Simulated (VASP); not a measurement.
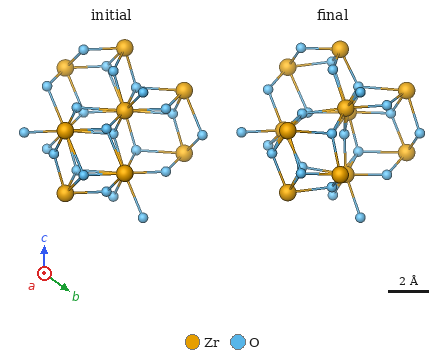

The structure of a defect cell of composition Zr₇O₁₅ (cell charge −1) before (left) and after (right) a relaxation, at one scale.

Style: ball-and-stick. Shown: the atoms within 5.0 Å of the atom that moves most (axes of the cell of the calculation), along the a axis.

The run lets the atoms move in a fixed cell.

These are results of Kohn-Sham DFT of a periodic cell, PBE, VASP PAW PBE potentials, recommended in VASP 6.6.1, not measurements.

Input
```
SYSTEM = Zr7O15
  PREC = Accurate
  ENCUT = 520
  EDIFF = 1E-7
  ISMEAR = -1
  SIGMA = 0.01
  LREAL = Auto
  LASPH = .True.
  NELM = 100
  ALGO = Fast
  ISIF = 2
  LWAVE = .False.
  LCHARG = .False.
  GGA = PE
  IBRION = 2
  NSW = 100
  EDIFFG = -0.03
  NELECT = 175.0
```

Run as
```bash
cat potpaw_PBE.64/Zr_sv/POTCAR potpaw_PBE.64/O/POTCAR > POTCAR
mpirun -np 1 vasp_std > vasp.out
```

> What changed between the two?

The run was cut off at its time limit before the relaxation converged, so the last structure is only a point on the way. The energy falls by 2.736 eV per cell of the calculation in 27 geometry steps. The largest force component goes from 4.3 to 0.1 eV/Å. The atom that moves furthest is an O atom (0.45 Å along [1 3 2]). By element the largest moves are O 0.45 Å, Zr 0.36 Å. The cell doesn't change. Near-neighbour distances that change, for instance: O–Zr 2.433 → 3.069 Å, O–Zr 2.433 → 2.110 Å, O–Zr 2.433 → 2.146 Å, O–Zr 2.433 → 2.175 Å. Among the angles between lasting bonds that change: Zr–O–Zr 109.1° → 133.5°, Zr–O–Zr 121.3° → 138.4°, Zr–O–Zr 109.1° → 125.9°.

Limits of the set-up: the periodic images lie only 7.2 Å apart, so the values are limited by the cell's size; the cell is charged, on a uniform background, and energies carry no finite-size correction.
